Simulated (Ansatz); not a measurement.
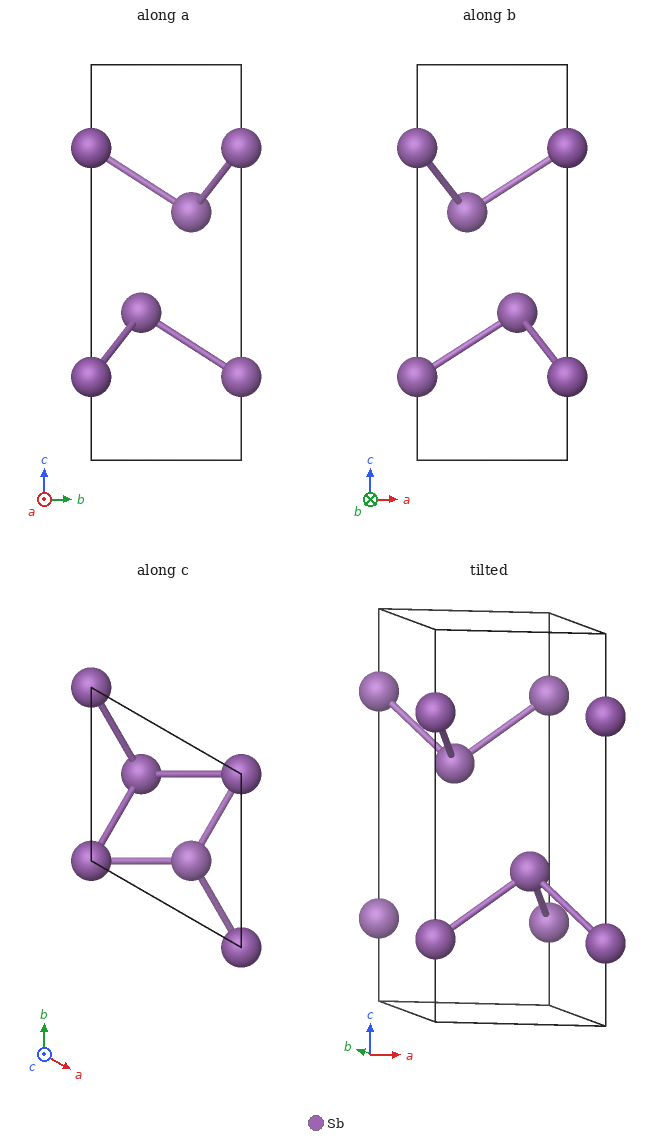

View along the a axis, along the b axis, along the c axis and slightly off an axis, drawn as a ball-and-stick model. Lines trace the edges of the conventional unit cell.

Lattice parameters: a = 4.2524 Å, b = 4.2524 Å, c = 9.7058 Å, α = 90.000°, β = 90.000°, γ = 120.000°.

Question: Give the structure in the form of a CIF in P1 with every atom of the cell, with free fractional coordinates to two decimals.

Answer:
```cif
data_structure
_symmetry_space_group_name_H-M 'P 1'
_symmetry_Int_Tables_number 1
_cell_length_a 4.2524
_cell_length_b 4.2524
_cell_length_c 9.7058
_cell_angle_alpha 90.000
_cell_angle_beta 90.000
_cell_angle_gamma 120.000
_cell_volume 152.00
loop_
_atom_site_label
_atom_site_type_symbol
_atom_site_fract_x
_atom_site_fract_y
_atom_site_fract_z
_atom_site_occupancy
Sb1 Sb 0.00 0.00 0.79 1
Sb2 Sb 0.00 0.00 0.21 1
Sb3 Sb 0.3333 0.6667 0.63 1
Sb4 Sb 0.6667 0.3333 0.37 1
```

Provenance: a structure type filled with this element by a generator (whether the element takes this form wasn't checked). This is the structure after a relaxation with DFT PBE, scalar-relativistic, plane waves, PAW (Ansatz 0.2.0).
